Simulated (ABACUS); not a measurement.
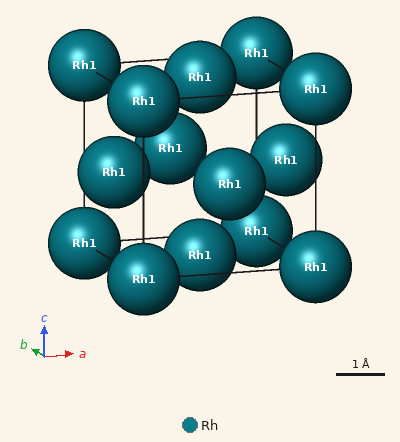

Figure 1. The structure as given in the input (spheres-only view of the cell 4 times as large as that of the calculation, set on its symmetry axes, seen slightly off an axis; atoms are numbered from 1 in the order of the input). An atom can appear more than once, as a periodic image.

Single-point calculation at one volume of an equation of state, with input and output: Rh (part 1 of 2)

System: Rh (1 atom in the cell).
Method: Kohn-Sham DFT of a periodic cell, PBEsol, PseudoDojo NC SR 0.4.1 PBEsol standard, no spin polarisation (ABACUS 3.10.1).

The structure derives from an entry of the Crystallography Open Database. It belongs to a series of runs on one base structure; here: volume scaled by 1.06.

## The program's output
```
ABACUS v3.10.1

               Atomic-orbital Based Ab-initio Computation at UStc

 ------------------------------------------------------------------------------------

 READING GENERAL INFORMATION
                           global_out_dir = OUT.Rh/
                           global_in_card = INPUT
                               pseudo_dir = ./
                              orbital_dir =
                                    DSIZE = 4
                                    GSIZE = 1

 READING UNITCELL INFORMATION
                                    ntype = 1
                  lattice constant (Bohr) = 1.88973
              lattice constant (Angstrom) = 1

 READING ATOM TYPE 1
                               atom label = Rh
                      L=0, number of zeta = 1
                      L=1, number of zeta = 1
                      L=2, number of zeta = 1
             number of atom for this type = 1

                        TOTAL ATOM NUMBER = 1
DIRECT COORDINATES
    atom                   x                   y                   z     mag                  vx                  vy                  vz
taud_Rh1            0.0000000000        0.0000000000        0.0000000000  0.0000        0.0000000000        0.0000000000        0.0000000000

                          Volume (Bohr^3) = 97.7953
                             Volume (A^3) = 14.4918

 Lattice vectors: (Cartesian coordinate: in unit of a_0)
                   +0            +1.93507            +1.93507
             +1.93507                  +0            +1.93507
             +1.93507            +1.93507                  +0
 Reciprocal vectors: (Cartesian coordinate: in unit of 2 pi/a_0)
            -0.258388           +0.258388           +0.258388
            +0.258388           -0.258388           +0.258388
            +0.258388           +0.258388           -0.258388
 The esolver type has been set to : ksdft_pw

                PAO radial cut off (Bohr) = 7

 Read in pseudopotential file is Rh.upf
                     pseudopotential type = NC
          exchange-correlation functional = PBESOL
                 nonlocal core correction = 1
                        valence electrons = 17
                                     lmax = 2
                           number of zeta = 4
                     number of projectors = 6
                           L of projector = 0
                           L of projector = 0
                           L of projector = 1
                           L of projector = 1
                           L of projector = 2
                           L of projector = 2
     initial pseudo atomic orbital number = 10

 SETUP THE ELECTRONS NUMBER
            electron number of element Rh = 17
      total electron number of element Rh = 17
            AUTOSET number of electrons:  = 17
                           occupied bands = 9
                                   NBANDS = 13
                                   NLOCAL = 9

%%%%%%%%%%%%%%%%%%%%%%%%%%%%%%%%%%%%%%%%%%%%%%%%%%%%%%%%%%%%%%%%%%%%%%%%%%%%%%%%%%%%%%%%%%%%%%%%%%%%%%%%%%
 Warning: the number of valence electrons in pseudopotential > 9 for Rh: [Kr] 4d8 5s1
 Pseudopotentials with additional electrons can yield (more) accurate outcomes, but may be less efficient.
 If you're confident that your chosen pseudopotential is appropriate, you can safely ignore this warning.
%%%%%%%%%%%%%%%%%%%%%%%%%%%%%%%%%%%%%%%%%%%%%%%%%%%%%%%%%%%%%%%%%%%%%%%%%%%%%%%%%%%%%%%%%%%%%%%%%%%%%%%%%%

 SETUP THE PLANE WAVE BASIS
 energy cutoff for charge/potential (unit:Ry) = 356
            fft grid for charge/potential = [ 32, 32, 32 ]
                        fft grid division = [ 1, 1, 1 ]
        big fft grid for charge/potential = [ 32, 32, 32 ]
                                     nbxx = 32768
                                     nrxx = 32768

 SETUP PLANE WAVES FOR CHARGE/POTENTIAL
                    number of plane waves = 11017
                         number of sticks = 649

 PARALLEL PW FOR CHARGE/POTENTIAL
     PROC   COLUMNS(POT)             PW
        1            649          11017
 --------------- sum -------------------
        1            649          11017
                            number of |g| = 162
                                  max |g| = 32.047
                                  min |g| = 0

----------- Double Check Mixing Parameters Begin ------------
mixing_type: broyden
mixing_beta: 0.7
mixing_gg0: 1
mixing_gg0_min: 0.1
mixing_ndim: 8
----------- Double Check Mixing Parameters End ------------

 LATTICE VECTORS: (CARTESIAN COORDINATE: IN UNIT OF A0)
                   +0            +1.93507            +1.93507
             +1.93507                  +0            +1.93507
             +1.93507            +1.93507                  +0
                       right hand lattice = 1
                                   NORM_A = 2.73661
                                   NORM_B = 2.73661
                                   NORM_C = 2.73661
                           ALPHA (DEGREE) = 60
                           BETA  (DEGREE) = 60
                           GAMMA (DEGREE) = 60

 The lattice vectors have been changed (STRU_SIMPLE.cif)

(for optimal symmetric configuration:)
                             BRAVAIS TYPE = 3
                     BRAVAIS LATTICE NAME = 03. Cubic F (face-centered)
                                    ibrav = 3
                                    IBRAV = 3
                                  BRAVAIS = FACE CENTERED CUBIC
                       LATTICE CONSTANT A = 3.87014
Original cell was already a primitive cell.
                        ROTATION MATRICES = 48
              PURE POINT GROUP OPERATIONS = 48
                   SPACE GROUP OPERATIONS = 48
                              POINT GROUP = O_h
               POINT GROUP IN SPACE GROUP = O_h

 SETUP K-POINTS
                                    nspin = 1
                   Input type of k points = Monkhorst-Pack(Gamma)
                                   nkstot = 1728
                       right hand lattice = 1
(for reciprocal lattice: )
                             BRAVAIS TYPE = 2
                     BRAVAIS LATTICE NAME = 02. Cubic I (body-centered)
                                    ibrav = 2
                       right hand lattice = 1
(for k-lattice: )
                             BRAVAIS TYPE = 2
                     BRAVAIS LATTICE NAME = 02. Cubic I (body-centered)
                                    ibrav = 2
                       right hand lattice = 1
                        ROTATION MATRICES = 48
                               nkstot_ibz = 72
K-POINTS REDUCTION ACCORDING TO SYMMETRY
     IBZ    DIRECT_X    DIRECT_Y    DIRECT_Z  WEIGHT  ibz2bz
       1  0.00000000  0.00000000  0.00000000  0.0006       0
       2  0.08333333  0.08333333  0.08333333  0.0046       1
       3  0.16666667  0.16666667  0.16666667  0.0046       2
       4  0.25000000  0.25000000  0.25000000  0.0046       3
       5  0.33333333  0.33333333  0.33333333  0.0046       4
       6  0.41666667  0.41666667  0.41666667  0.0046       5
       7  0.50000000  0.50000000  0.50000000  0.0023       6
       8  0.08333333  0.08333333  0.00000000  0.0035      13
       9  0.16666667  0.16666667  0.08333333  0.0139      14
      10  0.25000000  0.25000000  0.16666667  0.0139      15
      11  0.33333333  0.33333333  0.25000000  0.0139      16
      12  0.41666667  0.41666667  0.33333333  0.0139      17
      13  0.50000000  0.50000000  0.41666667  0.0139      18
      14  0.50000000  0.41666667  0.41666667  0.0139      19
      15  0.41666667  0.33333333  0.33333333  0.0139      20
      16  0.33333333  0.25000000  0.25000000  0.0139      21
      17  0.25000000  0.16666667  0.16666667  0.0139      22
      18  0.16666667  0.08333333  0.08333333  0.0069      23
      19  0.16666667  0.16666667  0.00000000  0.0035      26
      20  0.25000000  0.25000000  0.08333333  0.0139      27
      21  0.33333333  0.33333333  0.16666667  0.0139      28
      22  0.41666667  0.41666667  0.25000000  0.0139      29
      23  0.50000000  0.50000000  0.33333333  0.0139      30
      24 -0.41666667  0.41666667  0.41666667  0.0139      31
      25  0.50000000  0.33333333  0.33333333  0.0139      32
      26  0.41666667  0.25000000  0.25000000  0.0139      33
      27  0.33333333  0.16666667  0.16666667  0.0069      34
      28  0.25000000  0.25000000  0.00000000  0.0035      39
      29  0.33333333  0.33333333  0.08333333  0.0139      40
      30  0.41666667  0.41666667  0.16666667  0.0139      41
[... 42 further k points ...]

                               nkstot now = 72
[... K-POINTS DIRECT COORDINATES: 72 rows ...]

           k-point number in this process = 18
       minimum distributed K point number = 18
[... stars of the k points ...]

[... K-POINTS CARTESIAN COORDINATES: 18 rows ...]

[... K-POINTS DIRECT COORDINATES: 18 rows ...]

 SETUP PLANE WAVES FOR WAVE FUNCTIONS
     energy cutoff for wavefunc (unit:Ry) = 89
              fft grid for wave functions = [ 32, 32, 32 ]
                    number of plane waves = 1807
                         number of sticks = 199

 PARALLEL PW FOR WAVE FUNCTIONS
     PROC   COLUMNS(POT)             PW
        1            199           1807
 --------------- sum -------------------
        1            199           1807

 SETUP NONLOCAL PSEUDOPOTENTIALS IN PLANE WAVE BASIS
 Rh non-local projectors:
 projector 1 L=0
 projector 2 L=0
 projector 3 L=1
 projector 4 L=1
 projector 5 L=2
 projector 6 L=2
      TOTAL NUMBER OF NONLOCAL PROJECTORS = 18

 Init Non-Local PseudoPotential table :
 Init Non-Local-Pseudopotential done.

                                     npwx = 1411

 Make real space PAO into reciprocal space.
       max mesh points in Pseudopotential = 701
     dq(describe PAO in reciprocal space) = 0.01
                                    max q = 1136

 number of pseudo atomic orbitals for Rh is 4
WARNING: norm of atomic wavefunction # 3 of atomic type Rh is 0.999885, renormalized
WARNING: norm of atomic wavefunction # 4 of atomic type Rh is 0.993215, renormalized

 -------------------------------------------
 SELF-CONSISTENT
 -------------------------------------------
                                 init_chg = atomic

 PW ALGORITHM --------------- ION=   1  ELEC=   1--------------------------------
 Notice: Threshold on eigenvalues was too large.
 hsover_error=0.17 > DRHO=0.143641
 Origin diag ethr = 0.01
 New diag ethr = 0.000844944

 Density error is 0.145774301821
                          Error Threshold = 0.000844944473294
----------------------------------------------------------
     Energy           Rydberg                 eV
----------------------------------------------------------
 E_KohnSham     -234.3750352594      -3188.8359484793
 E_Harris       -238.3599867010      -3243.0539943380
 E_Fermi        1.6430802878         22.3552541861
----------------------------------------------------------

 PW ALGORITHM --------------- ION=   1  ELEC=   2--------------------------------

 Density error is 0.0582655937596
                          Error Threshold = 0.000857495893064
----------------------------------------------------------
     Energy           Rydberg                 eV
----------------------------------------------------------
 E_KohnSham     -234.4146830993      -3189.3753850144
 E_Harris       -231.9803960710      -3156.2552108624
 E_Fermi        1.4920685907         20.3006346399
```
